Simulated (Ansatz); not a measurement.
**Sn: one change and its effect**

System: Sn (I4₁/amd, 2 atoms in the cell).
Method of run A: DFT with r2SCAN, PAW plane waves, no spin polarisation (Ansatz 0.2.0).

The structure derives from an entry of the Crystallography Open Database. Text and figures count atoms from 1; the logs count them from 0 in places.

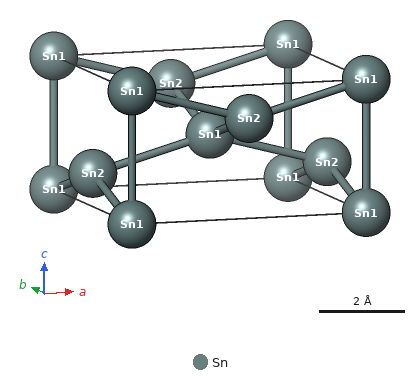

Fig. 1: The structure as given in the input (ball-and-stick view of the cell 2 times as large as that of the calculation, set on its symmetry axes, seen slightly off an axis; atoms are numbered from 1 in the order of the input).

## Input, run A
```yaml
crystal:
  lattice:
    - [-2.93931426, 2.93931426, 1.60351394]
    - [2.93931426, -2.93931426, 1.60351394]
    - [2.93931426, 2.93931426, -1.60351394]
  atoms:
    - { symbol: Sn, position: [0.0, 0.0, 0.0] }
    - { symbol: Sn, position: [0.75, 0.25, 0.5] }
  symmetry: { tolerance: 0.0003 }
kpoints:
  mp_grid: { grid: [6, 6, 6], shift: [0, 0, 0] }
magnetization:
  spin_polarized: false
scf:
  occupations: { method: fermi_dirac, width: 0.134 }
hamiltonian:
  pseudopotentials: { kind: paw }
  xc: r2scan
basis:
  ecutwfc: 500
output:
  forces: true
  stress: true
  eigenvalues: true
  write_density: true
  write_potential: true
  elf: true
  volumetric_format: npy
relax:
  max_steps: 40
  cell: {}
```

Launched with:
```bash
ansatz run input.yaml --threads 1 --pin off --max-ram 2560MiB --backend cpu --events-out ev --progress --plain --runs-dir out
```

Hardware: 1 thread of an Arm (aarch64) CPU, shared host.

## Output, shortened to warnings, some set-up lines, iterations and results (run A)
```
Basis set: ecut = 500 eV, 1389 PW (Γ), exchange–correlation on 144×144×144 points (64 copies of the dense FFT grid, shifted against one another)
Symmetry: 16 space group operations
k-points: 30 of 216
Initial density: superposition of atomic densities (neutral atoms: chi_scale 0, normalization atom), corrected by the library's trained network
[...]
SCF iter   1: F=—  HF=-12077.030903 eV  |F-HF|=—  |Δ(HF+E_count)|=         —  Δρ=5.28e-3  dr2=6.69e-3  dr2_τ=1.62e-3  ethr=1.77e-3  ⟨swp⟩=5.7  Hψ=2662  notcnv=0
SCF iter   2: F=—  HF=-12077.049569 eV  |F-HF|=—  |Δ(HF+E_count)|=   1.87e-2  Δρ=2.84e-3  dr2=2.30e-3  dr2_τ=3.81e-5  ethr=2.39e-5  ⟨swp⟩=3.0  Hψ=1275  notcnv=0
SCF iter   3: F=—  HF=-12077.050456 eV  |F-HF|=—  |Δ(HF+E_count)|=   8.87e-4  Δρ=6.84e-4  dr2=2.16e-4  dr2_τ=6.31e-6  ethr=8.21e-6  ⟨swp⟩=2.0  Hψ=662  notcnv=0
SCF iter   4: F=—  HF=-12077.050519 eV  |F-HF|=—  |Δ(HF+E_count)|=   6.35e-5  Δρ=1.92e-4  dr2=1.97e-5  dr2_τ=2.15e-7  ethr=7.71e-7  ⟨swp⟩=2.1  Hψ=962  notcnv=0
SCF iter   5: F=—  HF=-12077.050527 eV  |F-HF|=—  |Δ(HF+E_count)|=   8.14e-6  Δρ=6.40e-5  dr2=2.72e-6  dr2_τ=2.31e-8  ethr=7.03e-8  ⟨swp⟩=2.0  Hψ=655  notcnv=0
[... 27 lines ...]
SCF iter   4: F=—  HF=-12077.053798 eV  |F-HF|=—  |Δ(HF+E_count)|=  2.66e-10  Δρ=4.78e-7  dr2=1.04e-10  dr2_τ=1.11e-11  ethr=1.67e-12  ⟨swp⟩=2.2  Hψ=897  notcnv=0
SCF iter   5: F=—  HF=-12077.053798 eV  |F-HF|=—  |Δ(HF+E_count)|=  4.37e-11  Δρ=3.22e-7  dr2=3.14e-11  dr2_τ=4.25e-12  ethr=1.00e-12  ⟨swp⟩=2.0  Hψ=965  notcnv=0
SCF iter   6: F=-12077.053798 eV  HF=-12077.053798 eV  |F-HF|=1.09e-11  |Δ(HF+E_count)|=  1.27e-11  Δρ=1.38e-7  dr2=5.43e-12  dr2_τ=2.50e-13  ethr=1.00e-12  ⟨swp⟩=5.8  …
SCF 5 converged in 6 iterations: F = -12077.053798 eV  dr2 = 5.43e-12
relax step   5: F+E_penalty+E_count = -12077.05379831 eV  Δ(F+E_penalty+E_count) = +2.532e-6 eV  max|allowed force component| = 0.000e0 eV/Å  Δτ_max = 0.0000 Å  P = +0.001 …
basis re-selected at this cell: Δ(F+E_penalty+E_count) = +2.532e-6 eV, ΔP = +0.000 GPa vs the last step (what re-selecting the basis moved, of the pressure what is left beyond the Pulay correction that the steps carried, after the strain that the cell walked since its last selection, with what the …
SCF converged after 6 iterations
Free energy (F): -12077.053798 eV
Harris-Foulkes:  -12077.053798 eV  (|F-HF|=1.09e-11)
Internal energy: -12076.990859 eV  (E = F + TS)
E sigma→0 (E₀):  -12077.022329 eV
Entropy (-TS):   -0.062939 eV (-31.469 meV/atom)
Fermi energy:    10.535103 eV
--- Per-component energies (eV) ---
  E_band       = -188.747550
  E_kinetic    = 372.540585
  E_local      = -1723.929475  (includes V_loc(G=0)·N_el)
  E_nonlocal   = -65.635812
  E_hartree    = 1075.753493
  E_xc         = -749.207982
  E_vxc        = -208.784801  (∫ρ·V_xc dr)
  E_paw        = -8318.512584  (= ΣΔE_a)
  E_vpaw       = -727.717790  (= ΣTr[D̂ρ^β])
  E_aug_tail   = -0.000001  (compensation charges beyond the density's cutoff)
  E_vtau       = 13.272864  (kinetic-family band-sum trace: ∫τ·v_τ [+ j·A + Jᵃ·Aᵃ] dr)
  E_ewald      = -2669.469724
  E_core_change = 1.470640  (= ΣΔE_core)
  E_smearing   = -0.062939  (= −TS)
  E_closure    = 0.000000  (closes the sum)
  Σ components = -12077.053798   (vs F -12077.053798, Δ=0.00e0)
--- Forces (eV/Å), atoms counted from 1 ---
  atom   1  Sn     0.00000000     0.00000000     0.00000000
  atom   2  Sn     0.00000000     0.00000000     0.00000000
  max |Σ_I F_I| component: 0.00e0 eV/Å
--- Stress (GPa, compression-positive) ---
        0.001332       0.000000      -0.000000
        0.000000       0.001332      -0.000000
       -0.000000       0.000000       0.001015
  P = ⅓ Tr σ = 0.0012 GPa (0.012 kbar)
--- Relaxed structure (4 steps of the walk, 4 accepted, 1 SCFs on fresh bases) ---
  F+E_penalty+E_count = -12077.05379831 eV   max|allowed force component| = 0.000e0 eV/Å   (the final SCF, on the basis selected at the relaxed cell)
  cell:  # Å, volume = 55.1846 Å³
    - [-2.952422665329244, 2.952422665329244, 1.5827067938031871]
    - [2.952422665329244, -2.952422665329244, 1.5827067938031871]
    - [2.952422665329244, 2.952422665329244, -1.5827067938031871]
  atoms:
    - { symbol: Sn, position: [1.0237985026157275e-35, -3.842069203588426e-70, 1.0237985026157275e-35] }
[...]
```

For run B the input was changed thus:
```diff
+  n_extra_bands: 16
```

What does this change do to the results?

Both reach the same energy, so the change doesn't alter the result. The SCF takes 26 iterations over all geometry steps against 27.

## Output, shortened to warnings, some set-up lines, iterations and results (run B)
```
Basis set: ecut = 500 eV, 1389 PW (Γ), exchange–correlation on 144×144×144 points (64 copies of the dense FFT grid, shifted against one another)
Symmetry: 16 space group operations
k-points: 30 of 216
Initial density: superposition of atomic densities (neutral atoms: chi_scale 0, normalization atom), corrected by the library's trained network
[...]
SCF iter   1: F=—  HF=-12077.030484 eV  |F-HF|=—  |Δ(HF+E_count)|=         —  Δρ=5.18e-3  dr2=6.40e-3  dr2_τ=1.63e-3  ethr=1.77e-3  ⟨swp⟩=6.2  Hψ=4600  notcnv=0  defer=134
SCF iter   2: F=—  HF=-12077.049577 eV  |F-HF|=—  |Δ(HF+E_count)|=   1.91e-2  Δρ=2.90e-3  dr2=2.39e-3  dr2_τ=3.82e-5  ethr=2.29e-5  ⟨swp⟩=2.1  Hψ=1509  notcnv=0  defer=230
SCF iter   3: F=—  HF=-12077.050448 eV  |F-HF|=—  |Δ(HF+E_count)|=   8.70e-4  Δρ=5.59e-4  dr2=1.60e-4  dr2_τ=5.19e-6  ethr=8.55e-6  ⟨swp⟩=2.0  Hψ=773  notcnv=0  defer=230
SCF iter   4: F=—  HF=-12077.050515 eV  |F-HF|=—  |Δ(HF+E_count)|=   6.76e-5  Δρ=1.93e-4  dr2=1.92e-5  dr2_τ=2.44e-7  ethr=5.73e-7  ⟨swp⟩=2.6  Hψ=1088  notcnv=0  defer=230
SCF iter   5: F=—  HF=-12077.050527 eV  |F-HF|=—  |Δ(HF+E_count)|=   1.15e-5  Δρ=6.22e-5  dr2=2.95e-6  dr2_τ=1.93e-8  ethr=6.85e-8  ⟨swp⟩=2.1  Hψ=764  notcnv=0  defer=230
[... 26 lines ...]
SCF iter   2: F=—  HF=-12077.053798 eV  |F-HF|=—  |Δ(HF+E_count)|=   6.49e-8  Δρ=2.89e-6  dr2=2.71e-9  dr2_τ=9.19e-11  ethr=2.07e-11  ⟨swp⟩=2.4  Hψ=1351  notcnv=0
SCF iter   3: F=—  HF=-12077.053798 eV  |F-HF|=—  |Δ(HF+E_count)|=   3.39e-9  Δρ=4.96e-7  dr2=1.38e-10  dr2_τ=3.25e-12  ethr=9.66e-12  ⟨swp⟩=2.0  Hψ=1017  notcnv=0
SCF iter   4: F=-12077.053798 eV  HF=-12077.053798 eV  |F-HF|=2.00e-11  |Δ(HF+E_count)|=  1.56e-10  Δρ=1.49e-7  dr2=1.27e-11  dr2_τ=2.44e-13  ethr=1.00e-12  ⟨swp⟩=6.6  …
SCF 5 converged in 4 iterations: F = -12077.053798 eV  dr2 = 1.27e-11
relax step   5: F+E_penalty+E_count = -12077.05379831 eV  Δ(F+E_penalty+E_count) = +2.532e-6 eV  max|allowed force component| = 6.939e-18 eV/Å  Δτ_max = 0.0000 Å  P = +0.001 …
basis re-selected at this cell: Δ(F+E_penalty+E_count) = +2.532e-6 eV, ΔP = +0.000 GPa vs the last step (what re-selecting the basis moved, of the pressure what is left beyond the Pulay correction that the steps carried, after the strain that the cell walked since its last selection, with what the …
SCF converged after 4 iterations
Free energy (F): -12077.053798 eV
Harris-Foulkes:  -12077.053798 eV  (|F-HF|=2.00e-11)
Internal energy: -12076.990859 eV  (E = F + TS)
E sigma→0 (E₀):  -12077.022329 eV
Entropy (-TS):   -0.062939 eV (-31.469 meV/atom)
Fermi energy:    10.535107 eV
--- Per-component energies (eV) ---
  E_band       = -188.747326
  E_kinetic    = 372.540613
  E_local      = -1723.929109  (includes V_loc(G=0)·N_el)
  E_nonlocal   = -65.635838
  E_hartree    = 1075.753290
  E_xc         = -749.207989
  E_vxc        = -208.784813  (∫ρ·V_xc dr)
  E_paw        = -8318.512560  (= ΣΔE_a)
  E_vpaw       = -727.717709  (= ΣTr[D̂ρ^β])
  E_aug_tail   = -0.000001  (compensation charges beyond the density's cutoff)
  E_vtau       = 13.272865  (kinetic-family band-sum trace: ∫τ·v_τ [+ j·A + Jᵃ·Aᵃ] dr)
  E_ewald      = -2669.469905
  E_core_change = 1.470640  (= ΣΔE_core)
  E_smearing   = -0.062939  (= −TS)
  E_closure    = -0.000000  (closes the sum)
  Σ components = -12077.053798   (vs F -12077.053798, Δ=0.00e0)
--- Forces (eV/Å), atoms counted from 1 ---
  atom   1  Sn    -0.00000000    -0.00000000     0.00000000
  atom   2  Sn    -0.00000000     0.00000000     0.00000000
  max |Σ_I F_I| component: 1.04e-17 eV/Å
--- Stress (GPa, compression-positive) ---
        0.001338       0.000000       0.000000
        0.000000       0.001338       0.000000
       -0.000000      -0.000000       0.001022
  P = ⅓ Tr σ = 0.0012 GPa (0.012 kbar)
--- Relaxed structure (4 steps of the walk, 4 accepted, 1 SCFs on fresh bases) ---
  F+E_penalty+E_count = -12077.05379831 eV   max|allowed force component| = 6.939e-18 eV/Å   (the final SCF, on the basis selected at the relaxed cell)
  cell:  # Å, volume = 55.1845 Å³
    - [-2.9524225244616833, 2.9524225244616833, 1.5827066201936901]
    - [2.9524225244616833, -2.9524225244616833, 1.5827066201936901]
    - [2.9524225244616833, 2.9524225244616833, -1.5827066201936901]
  atoms:
    - { symbol: Sn, position: [6.142791015694367e-36, 2.0475970052314558e-36, 8.190388020925823e-36] }
[...]
```

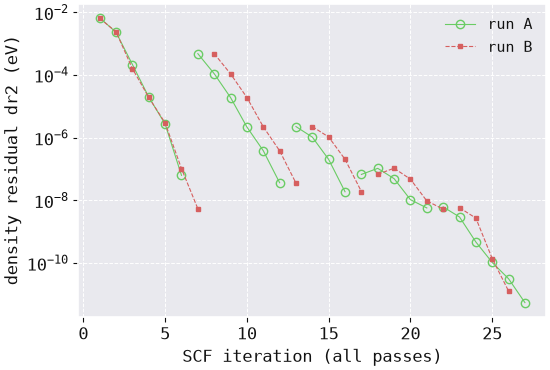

Fig. 2: Convergence of the two runs: density residual dr2 against the SCF iteration. A break in a curve parts two SCF passes. Run A takes 27 iterations in all, and run B takes 26.

## The two runs side by side

| quantity | run A | run B |
| --- | --- | --- |
| outcome | converged | converged |
| free energy per atom (eV) | −6038.5269 | −6038.5269 |
| energy per atom, smearing taken to zero (eV) | −6038.5112 | −6038.5112 |
| pressure (GPa) | 0.00 | 0.00 |
| largest force (eV/Å) | 0.000 | 0.000 |
| SCF iterations | 27 | 26 |
| irreducible k-points | 30 | 30 |
| wall time (shared host) | 24 s | 30 s |
